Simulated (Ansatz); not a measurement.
## Run report: CH$_{4}$Si$_{7}$, geometry relaxation (part 3 of 4)

Continued. System: CH$_{4}$Si$_{7}$ (slab, 24 atoms in the cell). Method: DFT PBE, scalar-relativistic, plane waves, PAW, no spin polarisation (Ansatz 0.2.0); cutoff 420 eV, 4×7×1 k-mesh, Gaussian smearing of 0.05 eV. The structure derives from an entry of the Crystallography Open Database. The input holds or restrains some coordinates.

Geometry of the input (Å; fractional positions):
```
7.7353  0.0000  0.0000
0.0000  3.8676  0.0000
0.0000  0.0000  28.4148
H  0.5000  0.6854  0.2991
H  0.5000  0.3146  0.2991
H  0.0000  0.3146  0.2991
H  0.0000  0.6854  0.2991
Si 0.5000  0.0000  0.3294
Si 0.0000  0.0000  0.3294
Si 0.7500  0.0000  0.3775
Si 0.2500  0.0000  0.3775
Si 0.7500  0.5000  0.4257
Si 0.2500  0.5000  0.4257
Si -0.0004  0.5000  0.4762
Si 0.5002  0.5000  0.4714
Si 0.0029  0.0000  0.5261
Si 0.4911  0.0000  0.5179
Si 0.2625  0.0000  0.5727
Si 0.7380  0.0000  0.5704
Si 0.3118  0.5000  0.6211
Si 0.5953  0.5000  0.5957
C  0.3118  0.5000  0.6922
C  0.2351  0.1778  0.6922
H  0.4474  0.5285  0.7010
H  0.2372  0.7284  0.7010
H  0.3097  -0.0506  0.7010
H  0.0995  0.1493  0.7010
```

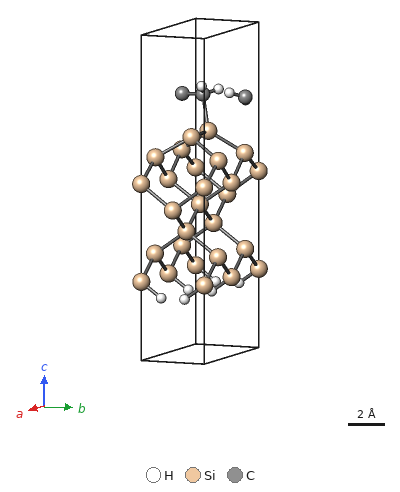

*The geometry at step 9 of the log (ball-and-stick view of the cell of the calculation, with the vacuum cut short, seen slightly off an axis).*

**Trajectory as extended XYZ, continued**
```
24
Lattice="7.7353 0.0000 0.0000 0.0000 3.8676 0.0000 0.0000 0.0000 28.4148" Properties=species:S:1:pos:R:3:forces:R:3 step=4 energy=-9525.63752
H     3.8676    2.6511    8.5000    0.0006   0.4152  -0.0891
H     3.8676    1.2166    8.5000   -0.0025  -0.4197  -0.0959
H     0.0000    1.2166    8.5000   -0.0011  -0.4280  -0.1159
H     0.0000    2.6511    8.5000   -0.0098   0.4186  -0.1005
Si    3.8676    0.0000    9.3603    0.0014   0.0226   0.3919
Si    0.0000    0.0000    9.3603    0.0143   0.0443   0.3367
Si    5.8015    0.0000   10.7277    0.1243  -0.0221  -0.0981
Si    1.9338    0.0000   10.7277   -0.1643  -0.0147  -0.1133
Si    5.8015    1.9338   12.0952    0.0661   0.1332   0.0769
Si    1.9338    1.9338   12.0952   -0.1688   0.0601  -0.0239
Si   -0.0021    1.9598   13.5117    0.0063   0.0027  -0.0045
Si    3.8580    1.9826   13.4328    0.0232   0.0269  -0.0232
Si    0.0190    0.0349   14.9154    0.0070   0.0254   0.0134
Si    3.8389    0.0622   14.7749   -0.0267  -0.0093   0.0047
Si    1.9873    0.1341   16.2632    0.0407   0.0877  -0.0651
Si    5.7524    0.0255   16.2008   -0.0607   0.0105  -0.1655
Si    2.5710    2.0810   17.5068    0.0411   0.0289  -0.0143
Si    4.9073    1.9606   17.1091    0.0328   0.0631   0.3037
C     2.2957    1.8439   19.5637   -0.3491  -0.4005   0.3345
C     1.9408    0.5121   19.6616   -0.0874   0.1318  -0.1403
H     3.3030    2.0880   19.9493   -0.3207  -0.1381  -0.0796
H     1.5094    2.4872   19.9490    0.0422  -0.1097  -0.2402
H     2.7419   -0.1611   19.8602    0.0260  -0.0329  -0.0766
H     0.8790    0.2090   19.5467    0.7651   0.1047  -0.0174
24
Lattice="7.7353 0.0000 0.0000 0.0000 3.8676 0.0000 0.0000 0.0000 28.4148" Properties=species:S:1:pos:R:3:forces:R:3 step=5 energy=-9525.79260
H     3.8676    2.6511    8.5000    0.0006   0.4134  -0.0886
H     3.8676    1.2166    8.5000   -0.0020  -0.4194  -0.0980
H     0.0000    1.2166    8.5000   -0.0003  -0.4274  -0.1159
H     0.0000    2.6511    8.5000   -0.0084   0.4170  -0.0987
Si    3.8676    0.0000    9.3603    0.0004   0.0319   0.3856
Si    0.0000    0.0000    9.3603    0.0097   0.0507   0.3356
Si    5.8015    0.0000   10.7277    0.1178  -0.0272  -0.1034
Si    1.9338    0.0000   10.7277   -0.1488  -0.0193  -0.1151
Si    5.8015    1.9338   12.0952    0.1244   0.1535   0.0761
Si    1.9338    1.9338   12.0952   -0.2186   0.0888  -0.0054
Si   -0.0017    1.9754   13.5158    0.0019  -0.0060   0.0077
Si    3.8594    1.9951   13.4258    0.0171   0.0133  -0.0531
Si    0.0058    0.0533   14.9261    0.0008   0.0174   0.0047
Si    3.8267    0.0742   14.7630   -0.0107  -0.0306  -0.0238
Si    1.9901    0.1567   16.2555   -0.0313   0.0650  -0.0654
Si    5.7215    0.0626   16.1956   -0.0337   0.0028  -0.0804
Si    2.6152    2.0997   17.4873    0.0138  -0.0211   0.0613
Si    4.9881    2.0005   17.2547    0.1181   0.0198   0.1971
C     2.2729    1.7771   19.5383   -0.2195  -0.5353   0.2254
C     2.0060    0.4225   19.5980    0.0481   0.4409  -0.1287
H     3.2458    2.0574   19.9745   -0.2732  -0.1161  -0.0903
H     1.4275    2.3873   19.8618    0.2083  -0.2026  -0.1349
H     2.8378   -0.2172   19.8128   -0.1197   0.0460  -0.0570
H     0.9769    0.0800   19.4405    0.4059   0.0442  -0.0349
24
Lattice="7.7353 0.0000 0.0000 0.0000 3.8676 0.0000 0.0000 0.0000 28.4148" Properties=species:S:1:pos:R:3:forces:R:3 step=6 energy=-9525.86892
H     3.8676    2.6511    8.5000    0.0008   0.4118  -0.0899
H     3.8676    1.2166    8.5000   -0.0013  -0.4179  -0.0994
H     0.0000    1.2166    8.5000    0.0011  -0.4240  -0.1129
H     0.0000    2.6511    8.5000   -0.0056   0.4158  -0.0992
Si    3.8676    0.0000    9.3603   -0.0020   0.0321   0.3774
Si    0.0000    0.0000    9.3603    0.0050   0.0401   0.3385
Si    5.8015    0.0000   10.7277    0.1137  -0.0225  -0.1087
Si    1.9338    0.0000   10.7277   -0.1303  -0.0149  -0.1180
Si    5.8015    1.9338   12.0952    0.2302   0.1323   0.0481
Si    1.9338    1.9338   12.0952   -0.3215   0.0790  -0.0145
Si   -0.0018    1.9778   13.5228    0.0187   0.0133   0.0139
Si    3.8617    1.9795   13.4112    0.0155   0.0239   0.0474
Si   -0.0119    0.0585   14.9393   -0.0280  -0.0146  -0.0061
Si    3.8136    0.0558   14.7445    0.0329  -0.0323   0.0448
Si    1.9903    0.1654   16.2477    0.0175  -0.0074  -0.0283
Si    5.6885    0.0653   16.1979    0.0200   0.0074   0.0915
Si    2.6881    2.1009   17.4690    0.0559  -0.0570  -0.0132
Si    5.1026    2.0050   17.4120   -0.0086   0.0108  -0.1518
C     2.2741    1.6910   19.5007   -0.0650  -0.2662   0.1245
C     2.0467    0.3370   19.5057    0.0805   0.3266  -0.0514
H     3.2159    1.9748   19.9853   -0.1172  -0.0339  -0.0400
H     1.4052    2.2796   19.7915    0.0759  -0.0910  -0.0744
H     2.8757   -0.2904   19.7600   -0.0610  -0.0121  -0.0405
H     1.0449   -0.0180   19.2901    0.0738  -0.1009  -0.0377
24
Lattice="7.7353 0.0000 0.0000 0.0000 3.8676 0.0000 0.0000 0.0000 28.4148" Properties=species:S:1:pos:R:3:forces:R:3 step=7 energy=-9525.90176
H     3.8676    2.6511    8.5000    0.0012   0.4137  -0.0917
H     3.8676    1.2166    8.5000   -0.0002  -0.4171  -0.0971
H     0.0000    1.2166    8.5000    0.0027  -0.4230  -0.1116
H     0.0000    2.6511    8.5000   -0.0029   0.4176  -0.1023
Si    3.8676    0.0000    9.3603   -0.0013   0.0188   0.3799
Si    0.0000    0.0000    9.3603   -0.0027   0.0263   0.3358
Si    5.8015    0.0000   10.7277    0.1334  -0.0119  -0.1112
Si    1.9338    0.0000   10.7277   -0.1247  -0.0088  -0.1206
Si    5.8015    1.9338   12.0952    0.2348   0.0810   0.0200
Si    1.9338    1.9338   12.0952   -0.2449   0.0445  -0.0395
Si    0.0049    1.9600   13.5164   -0.0105   0.0045  -0.0048
Si    3.8655    1.9601   13.4126    0.0322   0.0096   0.0130
Si    0.0146    0.0339   14.9247    0.0049  -0.0150  -0.0143
Si    3.8463    0.0315   14.7428    0.0079  -0.0217  -0.0205
Si    2.0166    0.0993   16.2285    0.1258   0.0067   0.0335
Si    5.7307    0.0330   16.1852   -0.0507   0.0056   0.0303
Si    2.7350    2.0263   17.4502   -0.1939   0.0042  -0.0450
Si    5.1332    1.9696   17.3684   -0.0052   0.0035   0.0473
C     2.2061    1.5907   19.4685    0.0571  -0.1302   0.0234
C     2.0138    0.2371   19.4339    0.0235   0.0571   0.0054
H     3.1003    1.8882   20.0237   -0.0431  -0.0266  -0.0318
H     1.3086    2.1578   19.7028    0.0284   0.0025  -0.0763
H     2.8427   -0.3761   19.7207   -0.0321  -0.0473  -0.0180
H     1.0458   -0.1534   19.1429    0.0602   0.0053  -0.0036
24
Lattice="7.7353 0.0000 0.0000 0.0000 3.8676 0.0000 0.0000 0.0000 28.4148" Properties=species:S:1:pos:R:3:forces:R:3 step=8 energy=-9525.91602
H     3.8676    2.6511    8.5000   -0.0058   0.4154  -0.0951
H     3.8676    1.2166    8.5000   -0.0063  -0.4145  -0.0937
H     0.0000    1.2166    8.5000    0.0084  -0.4210  -0.1077
H     0.0000    2.6511    8.5000    0.0047   0.4197  -0.1055
Si    3.8676    0.0000    9.3603    0.0183  -0.0031   0.3791
Si    0.0000    0.0000    9.3603   -0.0222   0.0044   0.3361
Si    5.8015    0.0000   10.7277    0.1333   0.0039  -0.1152
Si    1.9338    0.0000   10.7277   -0.1253   0.0022  -0.1218
Si    5.8015    1.9338   12.0952    0.2869   0.0032  -0.0531
Si    1.9338    1.9338   12.0952   -0.2406  -0.0112  -0.0137
Si    0.0039    1.9270   13.5166   -0.1145   0.0394   0.0037
Si    3.8706    1.9283   13.4079    0.0585   0.0184  -0.0306
Si   -0.0178   -0.0038   14.9255    0.1299  -0.0258  -0.0154
Si    3.8754   -0.0048   14.7285   -0.0741  -0.0163   0.0186
Si    2.0217    0.0216   16.1744   -0.0408   0.0421   0.0297
Si    5.7165   -0.0043   16.2237    0.0190   0.0068  -0.0549
Si    2.6882    1.9423   17.4047    0.0368   0.0436   0.0480
Si    5.0910    1.9306   17.3917   -0.0120  -0.0013  -0.0235
C     2.1831    1.4490   19.4139    0.0082  -0.0102  -0.0130
C     2.0035    0.0969   19.3619   -0.0963  -0.1269  -0.0157
H     3.0603    1.7538   19.9913   -0.0498  -0.0387  -0.0569
H     1.2749    2.0087   19.6227   -0.0103   0.0300   0.0077
H     2.8292   -0.5139   19.6634   -0.0291  -0.0437   0.0085
H     1.0495   -0.3057   19.0328    0.1235   0.0835   0.0855
24
Lattice="7.7353 0.0000 0.0000 0.0000 3.8676 0.0000 0.0000 0.0000 28.4148" Properties=species:S:1:pos:R:3:forces:R:3 step=9 energy=-9525.93089
H     3.8676    2.6511    8.5000   -0.0014   0.4160  -0.0946
H     3.8676    1.2166    8.5000   -0.0017  -0.4153  -0.0937
H     0.0000    1.2166    8.5000    0.0052  -0.4219  -0.1076
H     0.0000    2.6511    8.5000    0.0013   0.4208  -0.1056
Si    3.8676    0.0000    9.3603    0.0053  -0.0017   0.3796
Si    0.0000    0.0000    9.3603   -0.0114   0.0036   0.3364
Si    5.8015    0.0000   10.7277    0.1365   0.0035  -0.1192
Si    1.9338    0.0000   10.7277   -0.1215   0.0023  -0.1235
Si    5.8015    1.9338   12.0952    0.2722   0.0052  -0.0935
Si    1.9338    1.9338   12.0952   -0.2606  -0.0106  -0.0244
Si   -0.0033    1.9297   13.5137    0.0297   0.0030   0.0044
Si    3.8739    1.9255   13.4048   -0.0214  -0.0001  -0.0143
Si    0.0083   -0.0046   14.9199   -0.0138   0.0008   0.0116
Si    3.8582   -0.0096   14.7251   -0.0288   0.0118   0.0159
Si    2.0260    0.0126   16.1957   -0.0422   0.0027  -0.0771
Si    5.7214   -0.0047   16.1938    0.0403   0.0057   0.0434
Si    2.6783    1.9288   17.4251    0.0325   0.1090   0.0733
Si    5.0833    1.9296   17.3606   -0.0113  -0.0024  -0.0645
C     2.1734    1.3771   19.4192    0.0046   0.0037  -0.0871
C     1.9862    0.0258   19.3680   -0.0242  -0.1533   0.0129
H     3.0538    1.6759   19.9920   -0.0068  -0.0146  -0.0021
H     1.2693    1.9435   19.6309    0.0157  -0.0082   0.0280
H     2.8052   -0.5927   19.6731   -0.0429   0.0034   0.0499
H     1.0245   -0.3686   19.0599    0.0448   0.0367   0.0519
24
Lattice="7.7353 0.0000 0.0000 0.0000 3.8676 0.0000 0.0000 0.0000 28.4148" Properties=species:S:1:pos:R:3:forces:R:3 step=10 energy=-9525.97501
H     3.8676    2.6511    8.5000    0.0013   0.4160  -0.0925
H     3.8676    1.2166    8.5000    0.0006  -0.4168  -0.0941
H     0.0000    1.2166    8.5000    0.0027  -0.4246  -0.1079
H     0.0000    2.6511    8.5000   -0.0019   0.4222  -0.1039
Si    3.8676    0.0000    9.3603   -0.0019   0.0059   0.3805
Si    0.0000    0.0000    9.3603   -0.0020   0.0098   0.3378
Si    5.8015    0.0000   10.7277    0.1326  -0.0021  -0.1224
Si    1.9338    0.0000   10.7277   -0.1236  -0.0007  -0.1260
Si    5.8015    1.9338   12.0952    0.2456   0.0311  -0.1348
Si    1.9338    1.9338   12.0952   -0.2705   0.0067  -0.0455
Si   -0.0097    1.9402   13.5092    0.1250  -0.0577   0.0019
Si    3.8753    1.9344   13.4028   -0.0776  -0.0266   0.0080
Si    0.0281    0.0023   14.9106   -0.1194   0.0547   0.0305
Si    3.8332   -0.0013   14.7265    0.0126   0.0402   0.0007
Si    2.0181    0.0235   16.2154   -0.0360  -0.0622  -0.1560
Si    5.7271    0.0085   16.1669    0.0552  -0.0093   0.0762
Si    2.6295    1.9358   17.4666   -0.0100   0.2062   0.2237
Si    5.0320    1.9418   17.2891   -0.0124   0.0166  -0.0344
C     2.1693    1.2215   19.4321   -0.0298  -0.0015  -0.1535
C     1.9600   -0.1290   19.4023    0.0765  -0.2414  -0.1434
H     3.0620    1.5096   19.9867    0.0872   0.0095   0.0508
H     1.2792    1.7981   19.6727    0.0159  -0.0634   0.0358
H     2.7511   -0.7587   19.7550   -0.0523   0.0833   0.1272
H     0.9730   -0.5062   19.1615   -0.0178   0.0043   0.0435
24
Lattice="7.7353 0.0000 0.0000 0.0000 3.8676 0.0000 0.0000 0.0000 28.4148" Properties=species:S:1:pos:R:3:forces:R:3 step=12 energy=-9526.18652
H     3.8676    2.6511    8.5000    0.0013   0.4171  -0.0925
H     3.8676    1.2166    8.5000    0.0007  -0.4199  -0.0971
H     0.0000    1.2166    8.5000   -0.0034  -0.4269  -0.1080
H     0.0000    2.6511    8.5000   -0.0056   0.4243  -0.1040
Si    3.8676    0.0000    9.3603   -0.0028   0.0147   0.3793
Si    0.0000    0.0000    9.3603    0.0102   0.0115   0.3446
Si    5.8015    0.0000   10.7277    0.1083  -0.0061  -0.1193
Si    1.9338    0.0000   10.7277   -0.1321  -0.0043  -0.1244
Si    5.8015    1.9338   12.0952    0.2145   0.0461  -0.1238
Si    1.9338    1.9338   12.0952   -0.2682   0.0306  -0.0333
Si   -0.0142    1.9527   13.5081    0.1467  -0.0686   0.0003
Si    3.8740    1.9437   13.4075   -0.1356  -0.0293   0.0265
Si    0.0285    0.0168   14.9094   -0.1457   0.0664   0.0293
Si    3.8071    0.0089   14.7411    0.0911   0.0363  -0.0007
Si    1.9974    0.0498   16.2387   -0.1251  -0.1075  -0.2898
Si    5.7251    0.0380   16.1698   -0.0400  -0.0084   0.0556
Si    2.5471    1.9640   17.5679    0.0584   0.2293   0.6612
Si    4.9547    1.9724   17.2393    0.0129   0.0192   0.0487
C     2.1937    0.8694   19.4028    0.0376   0.6553  -0.2571
C     1.9691   -0.4848   19.3675   -0.0041  -1.1107  -0.6001
H     3.1053    1.1395   19.9346    0.1640   0.0610   0.0619
H     1.3184    1.4373   19.7107    0.0165  -0.1263   0.0390
H     2.6702   -1.0974   19.9153   -0.1168   0.2201   0.1875
H     0.9289   -0.8188   19.3002    0.1146   0.0765   0.1128
24
Lattice="7.7353 0.0000 0.0000 0.0000 3.8676 0.0000 0.0000 0.0000 28.4148" Properties=species:S:1:pos:R:3:forces:R:3 step=13 energy=-9526.33735
H     3.8676    2.6511    8.5000   -0.0006   0.4164  -0.0928
H     3.8676    1.2166    8.5000   -0.0004  -0.4185  -0.0961
H     0.0000    1.2166    8.5000   -0.0029  -0.4252  -0.1058
H     0.0000    2.6511    8.5000   -0.0031   0.4243  -0.1043
Si    3.8676    0.0000    9.3603    0.0025   0.0105   0.3788
Si    0.0000    0.0000    9.3603    0.0060   0.0038   0.3465
Si    5.8015    0.0000   10.7277    0.1003  -0.0015  -0.1152
Si    1.9338    0.0000   10.7277   -0.1268  -0.0021  -0.1207
Si    5.8015    1.9338   12.0952    0.1932   0.0216  -0.1056
Si    1.9338    1.9338   12.0952   -0.2794   0.0220  -0.0050
Si   -0.0153    1.9482   13.5092    0.1289  -0.0464  -0.0038
Si    3.8719    1.9356   13.4112   -0.0974  -0.0206   0.0275
Si    0.0174    0.0130   14.9122   -0.1172   0.0439   0.0267
Si    3.8063   -0.0001   14.7492    0.0633   0.0304  -0.0021
Si    1.9876    0.0260   16.2390   -0.1108  -0.1051  -0.2892
Si    5.7201    0.0411   16.1866   -0.0394   0.0050   0.0377
Si    2.5485    1.9405   17.6176    0.0662   0.0757   0.7396
Si    4.9594    1.9757   17.2670   -0.0158  -0.0068   0.0045
C     2.2382    0.6974   19.3558    0.1062   1.0415  -0.2367
C     2.0122   -0.6661   19.3182   -0.1633  -1.3315  -0.7447
H     3.1604    0.9649   19.8739    0.1229   0.0600   0.0803
H     1.3667    1.2528   19.6986    0.0568  -0.1384   0.0766
H     2.6630   -1.2510   19.9593   -0.0851   0.2187   0.2106
H     0.9541   -0.9724   19.3282    0.1947   0.1232   0.0956
24
Lattice="7.7353 0.0000 0.0000 0.0000 3.8676 0.0000 0.0000 0.0000 28.4148" Properties=species:S:1:pos:R:3:forces:R:3 step=14 energy=-9526.48027
H     3.8676    2.6511    8.5000   -0.0050   0.4171  -0.0954
H     3.8676    1.2166    8.5000   -0.0040  -0.4180  -0.0968
H     0.0000    1.2166    8.5000   -0.0014  -0.4243  -0.1052
H     0.0000    2.6511    8.5000   -0.0002   0.4247  -0.1061
Si    3.8676    0.0000    9.3603    0.0128   0.0045   0.3805
Si    0.0000    0.0000    9.3603    0.0001  -0.0028   0.3513
Si    5.8015    0.0000   10.7277    0.0797   0.0032  -0.1044
Si    1.9338    0.0000   10.7277   -0.1213   0.0007  -0.1161
Si    5.8015    1.9338   12.0952    0.1736  -0.0036  -0.0171
Si    1.9338    1.9338   12.0952   -0.2850   0.0105   0.0285
Si   -0.0099    1.9411   13.5143    0.0128   0.0063   0.0052
Si    3.8645    1.9283   13.4198   -0.0058  -0.0033   0.0023
Si   -0.0062    0.0096   14.9260   -0.0122  -0.0102  -0.0031
Si    3.8007   -0.0072   14.7626   -0.0352   0.0165   0.0220
Si    1.9719   -0.0061   16.2537   -0.1614   0.0055  -0.4613
Si    5.6994    0.0407   16.2110    0.0190  -0.0017   0.0538
Si    2.5631    1.9166   17.7563    0.5121  -0.6154  -0.6382
Si    4.9618    1.9742   17.3151   -0.0206   0.0005  -0.1011
C     2.3033    0.6128   19.2606    0.1569   0.9448  -0.2114
C     2.0861   -0.7865   19.1844   -0.3965  -0.7174   0.9286
H     3.2242    0.8714   19.7961   -0.0141  -0.0614   0.2165
H     1.4279    1.1205   19.6713    0.1276  -0.1962   0.2900
H     2.6451   -1.3036   19.9949   -0.3297   0.4521  -0.1651
H     1.0096   -1.0435   19.3056    0.3000   0.1675  -0.0578
24
Lattice="7.7353 0.0000 0.0000 0.0000 3.8676 0.0000 0.0000 0.0000 28.4148" Properties=species:S:1:pos:R:3:forces:R:3 step=15 energy=-9526.57935
H     3.8676    2.6511    8.5000   -0.0039   0.4177  -0.0957
H     3.8676    1.2166    8.5000   -0.0031  -0.4183  -0.0966
H     0.0000    1.2166    8.5000    0.0026  -0.4246  -0.1049
H     0.0000    2.6511    8.5000    0.0036   0.4249  -0.1055
Si    3.8676    0.0000    9.3603    0.0134   0.0029   0.3790
Si    0.0000    0.0000    9.3603   -0.0113  -0.0021   0.3506
Si    5.8015    0.0000   10.7277    0.0911   0.0039  -0.1177
Si    1.9338    0.0000   10.7277   -0.0972   0.0011  -0.1267
Si    5.8015    1.9338   12.0952    0.1758  -0.0049  -0.1217
Si    1.9338    1.9338   12.0952   -0.2736   0.0071  -0.0448
Si   -0.0078    1.9377   13.4999    0.0417   0.0174  -0.0072
Si    3.8673    1.9291   13.4118    0.0425   0.0037   0.0067
Si    0.0099    0.0065   14.8970   -0.0201  -0.0146   0.0325
Si    3.8324   -0.0057   14.7463   -0.0560   0.0052   0.0481
Si    1.9906   -0.0097   16.2049    0.0199   0.0428   0.0590
Si    5.7352    0.0360   16.1907    0.0681   0.0034   0.0254
Si    2.6730    1.9118   17.7418   -0.0297  -0.0614   0.2980
Si    5.0511    1.9702   17.3133   -0.0610   0.0101  -0.1267
C     2.4336    0.6681   19.2919    0.0556   0.2727  -0.2388
C     2.1769   -0.7416   19.2238   -0.2598  -0.3828   0.3199
H     3.3615    0.8931   19.8348    0.0159   0.0028   0.0615
H     1.5830    1.1706   19.7605    0.1079  -0.1445   0.0966
H     2.6761   -1.2344   20.0806   -0.1207   0.2292  -0.3079
H     1.0874   -0.9461   19.3254    0.2970   0.0079  -0.1833
```
